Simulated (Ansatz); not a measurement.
**SnO2: single-point calculation**

- system: SnO2 (6 atoms in the cell)
- method: DFT r2SCAN, scalar-relativistic, plane waves, PAW, no spin polarisation (Ansatz 0.2.0)

The structure derives from an entry of the Crystallography Open Database. It belongs to a series of runs on one base structure; here: atom 1 (Sn) moved -0.300 A towards its neighbour atom 3 (O) at 2.048 A. Figures and captions count atoms from 1; the log counts them from 0 in places.

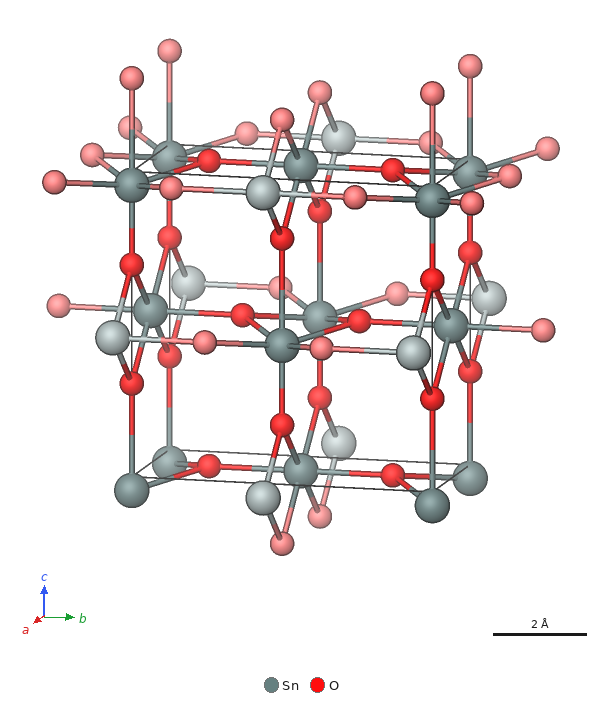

*The input geometry (ball-and-stick view of the cell 2 times as large as that of the calculation, set on its symmetry axes, seen slightly off an axis; neighbours outside the cell are drawn fainter). An atom can appear more than once, as a periodic image.*

### Summary

```json
{"quantity": "outcome", "value": "converged"}
{"quantity": "space group (tolerance 0.01 Å)", "value": "Amm2 (38)"}
{"quantity": "electrons treated", "value": "52"}
{"quantity": "free energy", "value": "−14351.0328 eV"}
{"quantity": "Fermi energy", "value": "10.214 eV"}
{"quantity": "gap on the k-point mesh", "value": "1.46 eV"}
{"quantity": "pressure", "value": "11.25 GPa"}
{"quantity": "largest force (length of the vector)", "value": "10.959 eV/Å"}
{"quantity": "hardware", "value": "2 threads of Arm Neoverse V1, 24 GiB of memory available, shared host"}
{"quantity": "wall time", "value": "25 s (CPU time 49 s)"}
{"quantity": "peak memory", "value": "0.54 GiB"}
```

### The input
```yaml
crystal:
  lattice:
    - [4.73735, 0.0, 0.0]
    - [0.0, 4.73735, 0.0]
    - [0.0, 0.0, 3.1864]
  atoms:
    - { symbol: Sn, position: [-0.0447786282, -0.0447786282, 0.0] }
    - { symbol: Sn, position: [0.5, 0.5, 0.5] }
    - { symbol: O, position: [0.30562, 0.30562, 0.0] }
    - { symbol: O, position: [0.19438, 0.80562, 0.5] }
    - { symbol: O, position: [0.69438, 0.69438, 0.0] }
    - { symbol: O, position: [0.80562, 0.19438, 0.5] }
basis:
  ecutwfc: 500
kpoints:
  mp_grid: { grid: [6, 6, 8] }
hamiltonian:
  xc: r2scan
scf:
  occupations: { method: gaussian, width: 0.05 }
output:
  forces: true
  stress: true
  eigenvalues: true
  write_density: true
  write_potential: true
  elf: true
  volumetric_format: npy
```

Command:
```bash
ansatz run input.yaml --threads 2 --pin off --max-ram 5120MiB --backend cpu --events-out ev --progress --plain --runs-dir out
```

### What the program printed
```
Engine: ansatz 0.2.0, aarch64-unknown-linux-gnu
Pseudopotentials: kind: paw
Pseudopotential: Sn, paw, valence charge 14, recommended cutoff 500 eV (meta_gga), Sn.paw.azcp
Pseudopotential: O, paw, valence charge 6, recommended cutoff 500 eV (meta_gga), O.paw.azcp
Functional definition: r2SCAN
  parameter k0 = 0.174
  parameter k1 = 0.065
  parameter a1 = 4.9479
  exchange = r2scan_x(k0 = k0, k1 = k1, a1 = a1)
  correlation = r2scan_c
Crystal: 6 atoms, lattice volume = 71.511 Å³
Basis set: ecut = 500 eV, 1835 PW (Γ), exchange–correlation on 144×144×96 points (64 copies of the dense FFT grid, shifted against one another)
Bands: 32, of which v1, the nominal top of the filled ones, is band 26 counted from 1 (25 counted from 0)
Symmetry: 4 space group operations
Space group: Amm2 (ITA 38), of the structure as read, at distance tolerance 4.2e-5 Å
k-points: 65 of 288 (time reversal used)
Non-local potential: Sn, projectors of the file, l = 0: 2, l = 1: 2, l = 2: 2, l = 3: 2
Non-local potential: O, projectors of the file, l = 0: 2, l = 1: 2, l = 2: 1
PAW form: soft (Blöchl's): semilocal exchange-correlation on the pseudo side does not see the compensation charge
PAW frozen core: Sn, regenerated for the run's functional (the file was generated under x = pbe(κ = 0.804, μ = 0.2195149727645171), c = pbe(β = 0.06672455060314922))
PAW frozen core: O, regenerated for the run's functional (the file was generated under x = pbe(κ = 0.804, μ = 0.2195149727645171), c = pbe(β = 0.06672455060314922))
PAW one-centre angular grid: Sn, 590 points (default); XC on 249 of its mesh's 2787 points in the sphere
PAW one-centre angular grid: O, 302 points (default); XC on 160 Gauss nodes
Initial density: superposition of atomic densities (neutral atoms: chi_scale 0, normalization atom), corrected by the library's trained network
Initial wavefunctions: pseudopotential atomic-orbital guess
Functional: x = r2scan, c = r2scan; τ floored in thin density (d = 2e-4 eV/Å³)
SCF iter   1: F=—  HF=-14350.924334 eV  |F-HF|=—  |Δ(HF+E_count)|=         —  Δρ=1.06e-2  dr2=6.05e-2  dr2_τ=3.11e-1  ethr=1.77e-3  ⟨swp⟩=6.2  Hψ=9228  notcnv=0  defer=11
preconditioner: auto → Resta (q_TF=auto, 2.587 Å⁻¹)  ε∞=3.3  [insulator: Δε(μ)=1.543 eV  Ē_g=20.905 eV  σ=0.050 eV  W_gap=1.00  n_scr=18 (ndim 8)  ℏωp=31.7 eV  f_vac=0.024  D(μ)=0.00/eV (n_scr^D=0)  ε∞_Penn≈3.3]
SCF iter   2: F=—  HF=-14351.033447 eV  |F-HF|=—  |Δ(HF+E_count)|=   1.09e-1  Δρ=6.27e-3  dr2=1.52e-2  dr2_τ=1.21e-3  ethr=1.16e-4  ⟨swp⟩=2.0  Hψ=4375  notcnv=0  defer=114
SCF iter   3: F=—  HF=-14351.032995 eV  |F-HF|=—  |Δ(HF+E_count)|=   4.52e-4  Δρ=1.74e-3  dr2=1.77e-3  dr2_τ=3.03e-4  ethr=2.92e-5  ⟨swp⟩=2.2  Hψ=2831  notcnv=0  defer=114
SCF iter   4: F=—  HF=-14351.032766 eV  |F-HF|=—  |Δ(HF+E_count)|=   2.29e-4  Δρ=5.78e-4  dr2=1.65e-4  dr2_τ=4.30e-5  ethr=3.40e-6  ⟨swp⟩=2.0  Hψ=2835  notcnv=0  defer=114
SCF iter   5: F=—  HF=-14351.032755 eV  |F-HF|=—  |Δ(HF+E_count)|=   1.14e-5  Δρ=1.47e-4  dr2=1.19e-5  dr2_τ=1.24e-6  ethr=3.18e-7  ⟨swp⟩=2.0  Hψ=2763  notcnv=0  defer=114
SCF iter   6: F=—  HF=-14351.032762 eV  |F-HF|=—  |Δ(HF+E_count)|=   7.76e-6  Δρ=1.04e-4  dr2=6.46e-6  dr2_τ=9.02e-7  ethr=2.28e-8  ⟨swp⟩=2.0  Hψ=3003  notcnv=0  defer=114
SCF iter   7: F=—  HF=-14351.032761 eV  |F-HF|=—  |Δ(HF+E_count)|=   1.21e-6  Δρ=1.34e-5  dr2=1.06e-7  dr2_τ=1.21e-8  ethr=1.24e-8  ⟨swp⟩=2.0  Hψ=2627  notcnv=0  defer=114
SCF iter   8: F=-14351.032761 eV  HF=-14351.032761 eV  |F-HF|=8.39e-9  |Δ(HF+E_count)|=   5.43e-8  Δρ=4.87e-6  dr2=1.81e-8  dr2_τ=1.16e-9  ethr=1.92e-10  ⟨swp⟩=14.8  Hψ=15773  notcnv=0
SCF 1 converged in 8 iterations: F = -14351.032761 eV  dr2 = 1.81e-8
  greatest PAW one-centre occupation: 0.996 electrons in one spin orbital (limit 2), on the Sn atom at site 1 (counted from 0), in its partial waves of l = 2
SCF converged after 8 iterations
Free energy (F): -14351.032761 eV
Harris-Foulkes:  -14351.032761 eV  (|F-HF|=8.39e-9)
Internal energy: -14351.032761 eV  (E = F + TS)
E sigma→0 (E₀):  -14351.032761 eV
Fermi energy:    10.214346 eV
--- Per-component energies (eV) ---
  E_band       = -157.112446
  E_kinetic    = 1090.295714
  E_local      = -2902.695905  (includes V_loc(G=0)·N_el)
  E_nonlocal   = 132.526263
  E_hartree    = 1512.841297
  E_xc         = -1037.071134
  E_vxc        = -624.365453  (∫ρ·V_xc dr)
  E_paw        = -8986.762513  (= ΣΔE_a)
  E_vpaw       = -917.934611  (= ΣTr[D̂ρ^β])
  E_aug_tail   = 0.003992  (compensation charges beyond the density's cutoff)
  E_vtau       = 39.371635  (kinetic-family band-sum trace: ∫τ·v_τ [+ j·A + Jᵃ·Aᵃ] dr)
  E_ewald      = -4161.513351
  E_core_change = 1.342876  (= ΣΔE_core)
  E_smearing   = -0.000000  (= −TS)
  E_closure    = -0.000000  (closes the sum)
  Σ components = -14351.032761   (vs F -14351.032761, Δ=0.00e0)
--- Forces (eV/Å), atoms counted from 1 ---
  atom   1  Sn     7.74916289     7.74916289     0.00000000
  atom   2  Sn    -2.11947388    -2.11947388     0.00000000
  atom   3  O     -0.16424698    -0.16424698     0.00000000
  atom   4  O     -0.39709075    -0.04367532     0.00000000
  atom   5  O     -5.02466177    -5.02466177     0.00000000
  atom   6  O     -0.04367532    -0.39709075     0.00000000
  max |Σ_I F_I| component: 1.42e-5 eV/Å
--- Stress (GPa, compression-positive) ---
       15.601062      15.697262       0.000000
       15.697262      15.601062       0.000000
        0.000000       0.000000       2.535422
  P = ⅓ Tr σ = 11.2458 GPa (112.458 kbar)
--- Band table (eV; the first three rows and the last of 65) ---
  k-point 0: bands = ["-13.5400", "-11.8796", "-11.7372", "-11.5126", "-11.5017", "-11.4669", "-11.4463", "-11.3093", "-11.2782", "-11.2040", "-10.7795", "-8.8164", "-8.4982", "-6.8418", "0.7303", "4.6220", "4.7588", "5.0671", "6.0772", "6.9151", "7.2799", "7.8272", "7.9360", "8.3003", "8.5986", "9.4826", "10.9461", "15.6364", "16.3202", "16.4233", "20.0141", "20.6016"]
  k-point 1: bands = ["-13.5176", "-11.9242", "-11.6620", "-11.6464", "-11.5495", "-11.4787", "-11.4226", "-11.3438", "-11.2751", "-11.2207", "-10.6761", "-8.5775", "-8.2858", "-6.9520", "0.7544", "4.5273", "4.7622", "5.1775", "6.1664", "6.1725", "7.0975", "7.3526", "7.7552", "7.8848", "8.5879", "9.3891", "11.8595", "16.0773", "16.9570", "16.9572", "19.2539", "21.3030"]
  k-point 2: bands = ["-13.4813", "-12.0257", "-11.9640", "-11.6867", "-11.4591", "-11.4175", "-11.4073", "-11.3559", "-11.2757", "-11.2534", "-10.3386", "-8.0644", "-7.8738", "-7.2383", "0.8649", "4.0190", "4.8272", "5.1282", "5.2951", "6.3853", "6.4380", "6.6995", "6.9830", "7.7169", "8.4330", "9.1193", "13.4736", "16.6933", "18.0423", "18.3900", "18.8878", "21.6504"]
  k-point 64: bands = ["-13.4909", "-12.3294", "-12.0093", "-11.9092", "-11.4932", "-11.3714", "-11.3138", "-11.2695", "-11.2681", "-11.2235", "-8.8539", "-8.5932", "-7.4825", "-7.0478", "0.8723", "1.1161", "4.0146", "4.0934", "5.8553", "6.6131", "6.6589", "7.2228", "7.6576", "8.2646", "8.3360", "8.9913", "14.5865", "14.6954", "18.6397", "18.9964", "20.3236", "20.9096"]
```

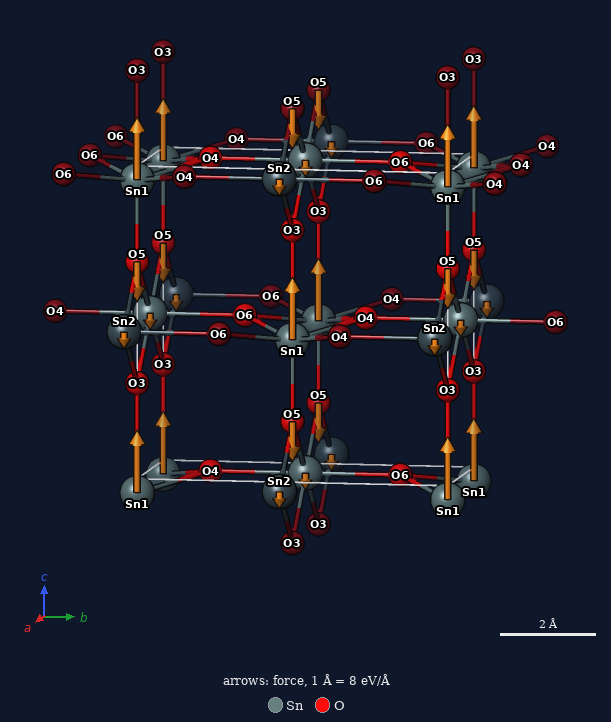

*Forces on the atoms as orange arrows (ball-and-stick view of the cell 2 times as large as that of the calculation, set on its symmetry axes, seen slightly off an axis; neighbours outside the cell are drawn fainter; atoms are numbered from 1 in the order of the input); the smallest are left out.*

The largest act on Sn1 (10.96 eV/Å); O5 (7.11 eV/Å). The geometry is not a stationary point of this energy.

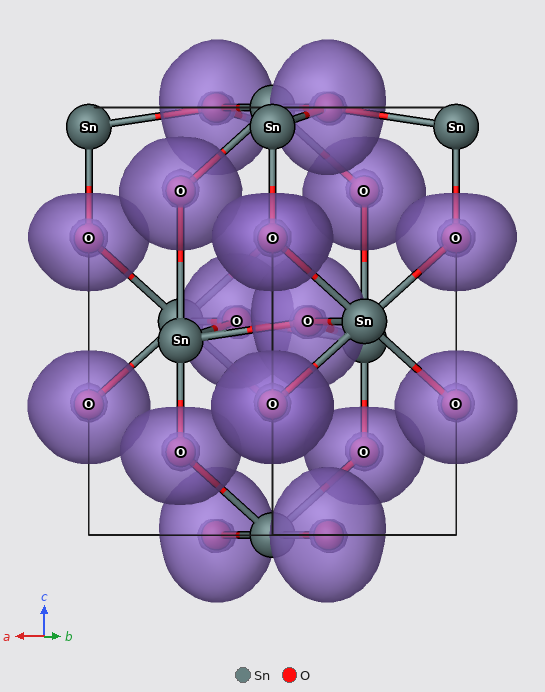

*Isosurface of the ELF at 0.6 (purple), seen along [110]. Core shells and regions of very low density are left out. Sticks mark near contacts. The outline is the cell set on symmetry axes.*

Profiles from the grid: Sn–O (1.75 Å): the ELF is about 0.25 at the midpoint. In a PAW calculation such maps are meaningful between the atoms, not at the nuclei.

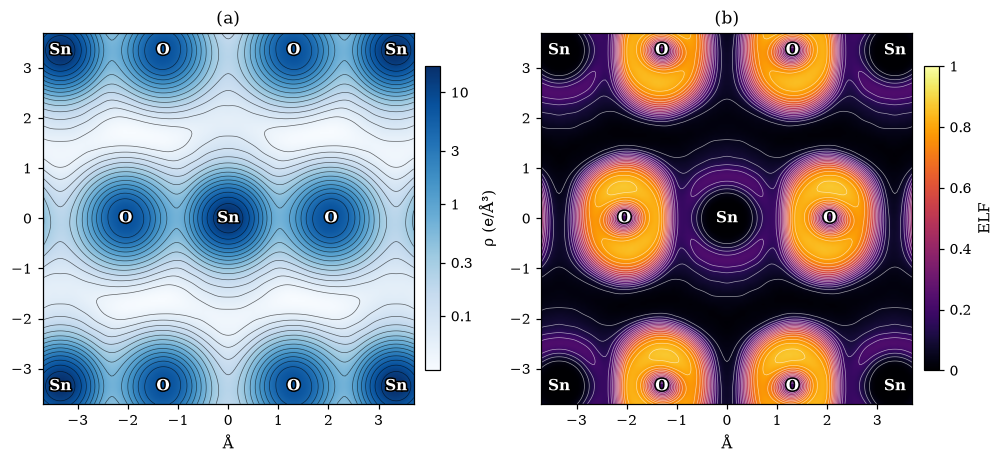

*(a) valence electron density; (b) ELF on the (100) plane of the conventional cell.*

Atoms in the plane: Sn and O. Away from the nuclei the density in this plane falls to 0.03 e/Å³ at its lowest.
